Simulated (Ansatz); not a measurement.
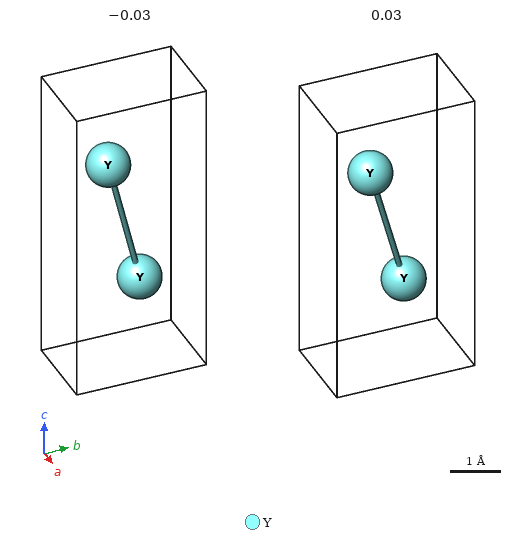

Crystalline Y (set up in P6_3/mmc), under biaxial strain in the a–b plane (c relaxed, atoms fixed by symmetry), with energies (extrapolated to zero smearing) counted from the relaxed crystal, which is the row at zero. The picture shows the first and the last member. A ball-and-stick model of the cell of the calculation, seen slightly off an axis.

Computed with Ansatz 0.2.0: DFT PBEsol, scalar-relativistic, plane waves, PAW. (plane-wave cutoff 420 eV; k-point mesh 18 × 18 × 10; occupations gaussian; smearing width 0.1 eV; no spin polarisation; force threshold 0.008 eV/Å)

```tsv
strain	energy (meV/atom)	a (Å)	c (Å)
−0.03	15.73	3.490	5.691
−0.02	?	?	?
−0.01	1.90	3.562	5.619
0.0	0.00	3.598	5.586
0.01	1.59	3.633	5.557
0.02	6.68	3.669	5.528
0.03	15.19	3.705	5.501
```

### Estimate the missing row from the others, and compare with the calculation.

A parabola through three neighbouring rows (−0.03, −0.01, 0.0) gives, with Lagrange weights, (0.3333)(15.73) + (1.0000)(1.90) + (−0.3333)(0.00) = 7.14 meV/atom. The calculation gives 7.16 meV/atom (a = 3.526 Å, c = 5.654 Å). The estimate is 0.02 meV/atom too low. From the first member to the last: Y–Y 3.490 → 3.705 Å.

The whole series:

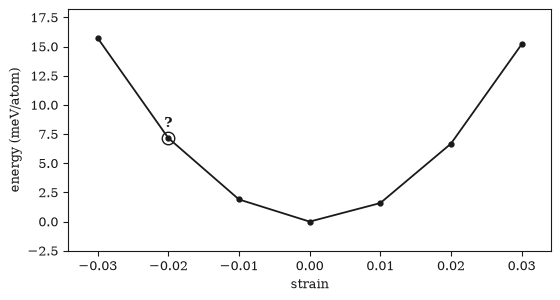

Each member starts from this one structure; whether another phase lies lower wasn't checked.
